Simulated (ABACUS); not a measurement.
The ABACUS input:

INPUT:
```
INPUT_PARAMETERS
suffix              YN
calculation         nscf
basis_type          pw
pseudo_dir          ./
symmetry            -1
dft_functional      pbesol
ecutwfc             84.0
pseudo_rcut         7
nspin               1
nbands              18
ks_solver           dav
smearing_method     fd
smearing_sigma      0.00367493
scf_thr             1e-08
scf_nmax            100
mixing_type         broyden
mixing_beta         0.7
init_chg            file
pw_diag_thr         1e-07
out_band            1
kpar                4
```

STRU:
```
ATOMIC_SPECIES
Y 88.9058 Y.upf
N 14.0070 N.upf

LATTICE_CONSTANT
1.8897261246

LATTICE_VECTORS
0.0000000000 2.4385000000 2.4385000000
2.4385000000 0.0000000000 2.4385000000
2.4385000000 2.4385000000 0.0000000000

ATOMIC_POSITIONS
Direct

Y
0.0
1
0.0000000000 0.0000000000 0.0000000000 1 1 1

N
0.0
1
0.5000000000 0.5000000000 0.5000000000 1 1 1
```

KPT:
```
K_POINTS
12
Line
0.00000000 0.00000000 0.00000000 10 // G
0.50000000 0.00000000 0.50000000 10 // X
0.50000000 0.25000000 0.75000000 10 // W
0.37500000 0.37500000 0.75000000 10 // K
0.00000000 0.00000000 0.00000000 10 // G
0.50000000 0.50000000 0.50000000 10 // L
0.62500000 0.25000000 0.62500000 10 // U
0.50000000 0.25000000 0.75000000 10 // W
0.50000000 0.50000000 0.50000000 10 // L
0.37500000 0.37500000 0.75000000 1 // K
0.62500000 0.25000000 0.62500000 10 // U
0.50000000 0.00000000 0.50000000 1 // X
```

System: rocksalt YN, space group Fm-3m (No. 225), 2 atoms in the primitive cell.

Computed with ABACUS: PBEsol, PseudoDojo NC SR 0.4.1 PBEsol standard, no spin polarisation, no spin-orbit coupling, 1143 eV cutoff, Fermi-Dirac smearing of 0.05 eV.

What does the calculation give for the electronic structure? The path is Γ–X–W–K–Γ–L–U–W–L–K|U–X.

The bands leave a gap. The gap along this path is 0.09 eV and indirect, from the valence-band top at Γ to the conduction-band bottom at X; the smallest direct gap is 0.48 eV, at X. It is not wide against the smearing used. Three bands meet at the valence-band top at Γ: it is triply degenerate (spin aside). The direct gaps are 3.74 eV at U, 0.48 eV at X and 3.74 eV at K.

The density is read from an earlier self-consistent run, whose mesh may be coarse. LDA, GGA and most meta-GGA functionals understate gaps.

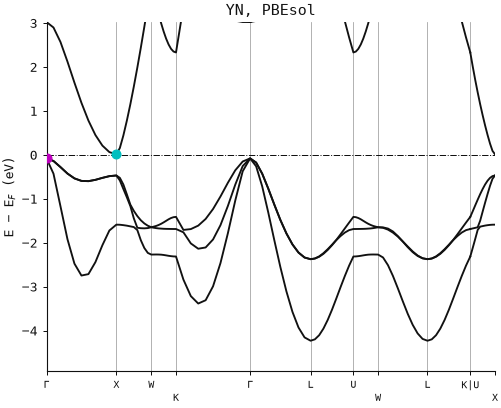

Band structure. Energies are counted from the Fermi level.
